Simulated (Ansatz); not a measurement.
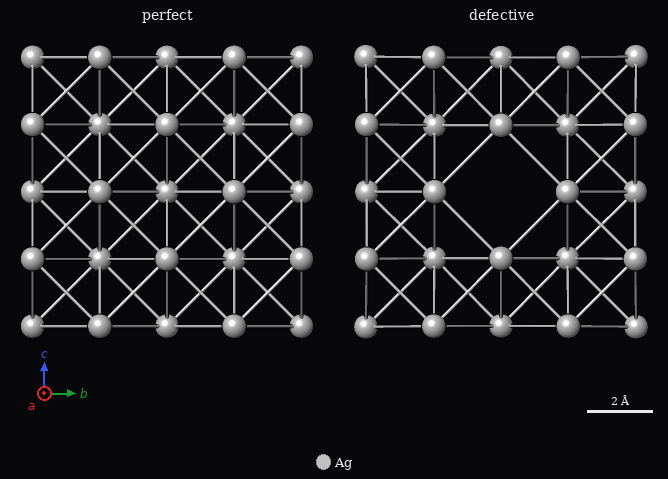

Left: perfect Ag. Right: the same region with one point defect, after relaxing the atoms in a supercell of 27 sites. A ball-and-stick model of the atoms within 6.0 Å of one point, in a slice 4.2 Å thick across the line of sight, seen along the a axis.

These are results of DFT PBE, scalar-relativistic, plane waves, PAW (Ansatz 0.2.0), not measurements. (plane-wave cutoff 420 eV; k-point mesh 6 × 6 × 6; occupations gaussian; smearing width 0.1 eV; no spin polarisation) The cell is small and the k-mesh coarse, so the numbers are rough. The axes drawn are those of the host's conventional cell.

Which defect is it?

A silver atom is taken out (a vacancy).

The charge state of the cell is 0.

What does the relaxation do around it?

Around the empty Ag site the host had 12 Ag at 2.93 Å; after relaxation the nearest atoms are 12 Ag at 2.90 Å. Of the host's atoms, a silver atom moves furthest from its site, by 0.03 Å. Relaxing the atoms from the host's sites lowers the energy by 0.03 eV. At a tolerance of 0.02 Å the relaxed supercell has space group Fm-3m.
